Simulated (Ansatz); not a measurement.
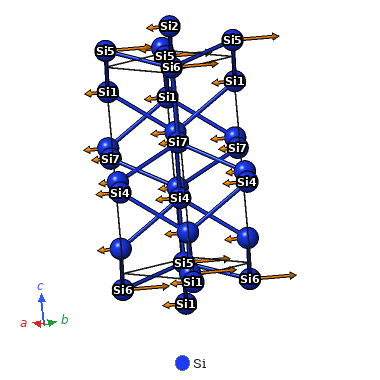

The system is Si (C2/m, No. 12; 8 atoms in the cell); the picture shows the reference structure; orange arrows give the pattern of the mode. 
- The energy is mapped over a normal mode and a strain (zone-centre modes of the 8-atom cell of this scan).
- First axis: amplitude of mode 4 (91 cm⁻¹), largest displacement in the unstrained cell. Second axis: strain +e along z and -e/2 along x and y.
- Nothing is relaxed (the pattern is fixed in fractional coordinates).
- The scan uses an 11 × 7 grid; 42 points were computed and 35 follow by symmetry.
- Points are written as (first, second).
- Energies are in eV per cell, from the lowest grid point.
- The band gap closes in part of the range.
- Computed with DFT PBE, scalar-relativistic, plane waves, PAW in Ansatz. Settings: cutoff 420 eV, k-mesh 10×10×6 in the order of the run's cell vectors, gaussian smearing 0.03 eV, no spin polarisation.

Its coordinates:

```xyz
8
Lattice="6.9563 -1.9334 -0.0049 6.9563 1.9334 -0.0049 -0.7559 0.0000 6.3196" Properties=species:S:1:pos:R:3 pbc="T T T"
Si    0.1137    0.0000    5.5235
Si   13.0431    0.0000    0.7862
Si    7.2863    0.0000    4.1251
Si    5.8704    0.0000    2.1845
Si    2.9188    0.0000    0.3585
Si   10.2380    0.0000    5.9511
Si    9.6722    0.0000    3.6935
Si    3.4845    0.0000    2.6161
```

Range: amplitude of mode 4 (91 cm⁻¹), largest displacement in the unstrained cell from −0.698 to 0.698 Å; strain +e along z and -e/2 along x and y from −7.00 to 7.00 %.

**Predict the map.**

The lowest grid point is at (0.000 Å, 0.00 %). No other kind of well shows on this grid. The highest grid point, (−0.698 Å, −7.00 %), lies 1.45 eV above the lowest.

| second ↓, first → | −0.698 | −0.558 | −0.419 | −0.279 | −0.140 | 0.000 | 0.140 | 0.279 | 0.419 | 0.558 | 0.698 |
| --- | --- | --- | --- | --- | --- | --- | --- | --- | --- | --- | --- |
| 7.00 | 1.39 | 1.02 | 0.76 | 0.60 | 0.53 | 0.51 | 0.53 | 0.60 | 0.76 | 1.02 | 1.39 |
| 4.67 | 1.18 | 0.78 | 0.50 | 0.33 | 0.25 | 0.23 | 0.25 | 0.33 | 0.50 | 0.78 | 1.18 |
| 2.33 | 1.05 | 0.64 | 0.35 | 0.17 | 0.08 | 0.06 | 0.08 | 0.17 | 0.35 | 0.64 | 1.05 |
| 0.00 | 1.02 | 0.60 | 0.30 | 0.11 | 0.02 | 0.00 | 0.02 | 0.11 | 0.30 | 0.60 | 1.02 |
| −2.33 | 1.08 | 0.65 | 0.35 | 0.17 | 0.08 | 0.06 | 0.08 | 0.17 | 0.35 | 0.65 | 1.08 |
| −4.67 | 1.22 | 0.80 | 0.51 | 0.34 | 0.26 | 0.24 | 0.26 | 0.34 | 0.51 | 0.80 | 1.22 |
| −7.00 | 1.45 | 1.06 | 0.78 | 0.63 | 0.56 | 0.55 | 0.56 | 0.63 | 0.78 | 1.06 | 1.45 |

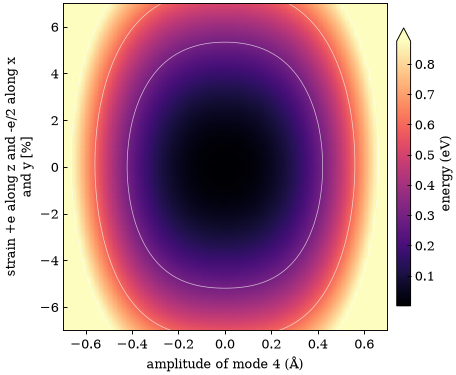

In the figure: a smooth colour map with a few white contour lines, one colour for all values above the top of the scale. Between grid points the surface is interpolated.

Each point was launched as `ansatz run input.yaml --threads 4 --pin off --max-ram 8192MiB --backend cpu --events-out ev --progress --plain --runs-dir out`. The whole map (42 points run) took 14 min on 4 threads of Arm Neoverse V1 (shared host).

PAW datasets: the set soft_1.
